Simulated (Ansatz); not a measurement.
Consider AlCu₃.

```
Al Cu
1.0
     0.00000    3.64182    0.00000
     0.00000    0.00000    3.64182
     3.64182    0.00000    0.00000
Al Cu
1 3
Cartesian
  3.4168 0.0000 0.0000
  1.8209 1.8209 0.0000
  1.8209 0.0000 1.8209
  0.0000 1.8209 1.8209
```

Space group P4mm; a structure from a database of computed crystals, not necessarily the ambient phase; changed on purpose from its base cell (atom 1 (Al) moved +0.225 A towards its neighbour atom 1 (Al) at 3.642 A); not relaxed (largest force 1.7 eV/Å); computed without spin polarisation.

Method: Ansatz 0.2.0, DFT r2SCAN, scalar-relativistic, plane waves, PAW.

**Predict the valence pseudo-density and electron localisation function between the atoms.**

Al–Cu (2.58 Å): ρ at the midpoint is about 0.26 e/Å³; the ELF is about 0.40 at the midpoint.

**Metal or insulator at this level of theory?**

It is metallic or semimetallic at this level of theory: no gap opens.

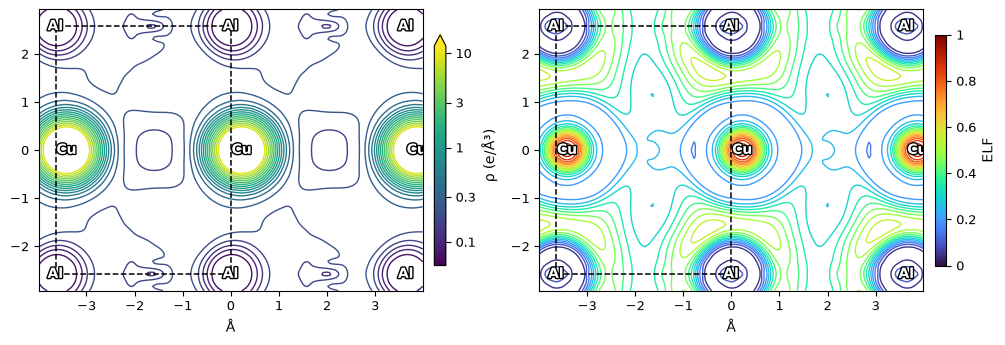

Computed valence pseudo-density and electron localisation function on the (11̄0) plane of the conventional cell, in this order. 

Core electrons are frozen (PAW), and the valence fields are smoothed inside the atomic spheres.
